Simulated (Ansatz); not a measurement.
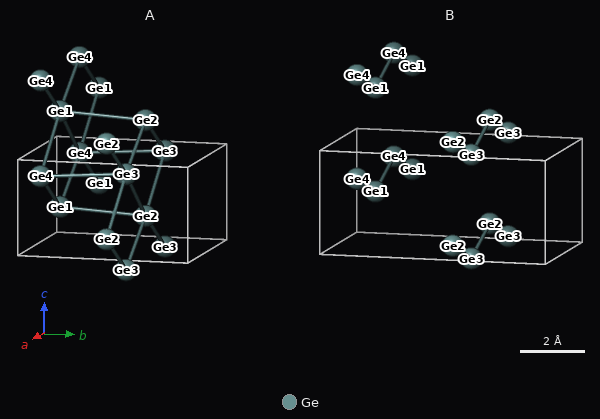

Two geometries of a crystal of Ge (built on the N_62 type) (coarse preliminary run), drawn at one scale. One is the start of a relaxation, the other its converged end. A ball-and-stick model of the cell of the calculation, repeated 2 × 1 × 2 with one cell outlined, seen from a free direction.

All numbers below come from Ansatz, DFT PBE, scalar-relativistic, plane waves, PAW. Settings: plane-wave cutoff 420 eV; k-point mesh 4 × 4 × 6; occupations gaussian; smearing width 0.1 eV; no spin polarisation; cell and atoms relaxed; force threshold 0.04 eV/Å; at most 70 steps.

**Which one is relaxed?**

Structure A is the relaxed one. Case: N type (Pnma, No. 62). The largest moves relative to the cell, 0.33 Å, are those of Ge1, Ge2, Ge3 and Ge4. Ge4 goes roughly along +c. Cell: a 4.412 → 4.661 Å (+5.6 %), b 7.314 → 5.515 Å (−24.6 %), c 3.290 → 3.040 Å (−7.6 %). Volume −26.4 %. Some distances before and after: Ge1–Ge2 3.768 → 2.764 Å, Ge1–Ge4 3.358 → 2.883 Å, Ge1–Ge4 (another image) 2.333 → 2.690 Å. New bonds form: Ge1–Ge2 (3.77 → 2.76 Å), Ge3–Ge4 (3.77 → 2.76 Å). Among the angles between lasting bonds that change: Ge4–Ge1–Ge4 142.1° → 120.1°. The space group stays Pnma (No. 62). The energy falls by 656 meV per atom in 7 accepted moves (8 points after the start). Largest force component: 1.3 eV/Å at the start, 0.024 eV/Å at the end. Pressure: 2.48 GPa at the start and 0.10 GPa at the end. At 1 point the geometry stayed and the basis and grid were re-selected for the new cell (energy shift of 0.7 meV per atom at most each time). The run took of the order of 25 core-seconds on a shared host.
